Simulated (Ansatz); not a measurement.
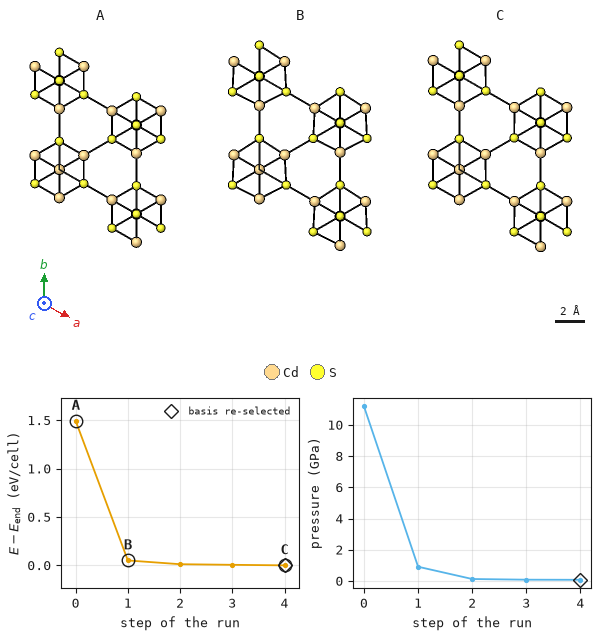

Frames of a relaxation of a crystal of CdS (a generated structure, set up in I-43m) (coarse preliminary run), marked on the history of the run. The picture is a ball-and-stick view of the cell of the calculation, seen along the c axis.

Computed with DFT PBE, scalar-relativistic, plane waves, PAW in Ansatz.

Input file:
```yaml
crystal:
  lattice:
    - [-3.82852641, 3.82852641, 3.82852641]
    - [3.82852641, -3.82852641, 3.82852641]
    - [3.82852641, 3.82852641, -3.82852641]
  atoms:
    - { symbol: Cd, position: [0.31719804, 0.31719804, 0.31719804] }
    - { symbol: Cd, position: [0.0, 0.0, 0.68280196] }
    - { symbol: Cd, position: [0.0, 0.68280196, 0.0] }
    - { symbol: Cd, position: [0.68280196, 0.0, 0.0] }
    - { symbol: S, position: [0.68280196, 0.68280196, 0.68280196] }
    - { symbol: S, position: [0.0, 0.0, 0.31719804] }
    - { symbol: S, position: [0.0, 0.31719804, 0.0] }
    - { symbol: S, position: [0.31719804, 0.0, 0.0] }
basis:
  ecutwfc: 420
kpoints:
  mp_grid: { grid: [4, 4, 4] }
hamiltonian:
  xc: pbe
scf:
  occupations: { method: gaussian, width: 0.1 }
  lower_state_search: "off"
output:
  forces: true
  stress: true
  eigenvalues: true
relax:
  adjacent_minimum: "off"
  f_tol: 0.04
  max_steps: 70
  cell: { stress_tol: 0.4 }
```

Command:
```bash
ansatz run input.yaml --threads 1 --pin off --max-ram 2560MiB --backend cpu --events-out ev --progress --plain --runs-dir out
```

Question: What happens along the run?

Answer: The largest moves relative to the cell, 0.061 Å, are those of S5, S6, S7 and S8. S6 goes along +c. Largest moves by element: S 0.061 Å, Cd 0.031 Å. The volume changes by +17.5 %, with a = b = c 6.631 → 6.998 Å (+5.5 %). Among the contacts that change: Cd1–S6 2.429 → 2.616 Å, Cd1–S5 2.424 → 2.467 Å. The space group stays I-43m (No. 217). After 3 accepted moves (4 points after the start) the energy has fallen by 1.494 eV per cell of the calculation. The largest force component goes from 1.3 to 0.011 eV/Å. The pressure goes from 11.19 to 0.08 GPa. The SCF was repeated once at an unchanged geometry on a basis and grid sized afresh for the cell, which shifted the energy by 5.5 meV per cell of the calculation at most. From step 0 to 1: S atoms move most (0.11 Å), volume +15.2 %, energy −1.444 eV per cell of the calculation. From step 1 to 4: Cd atoms move most (0.05 Å), volume +2.0 %, energy −50.7 meV per cell of the calculation.
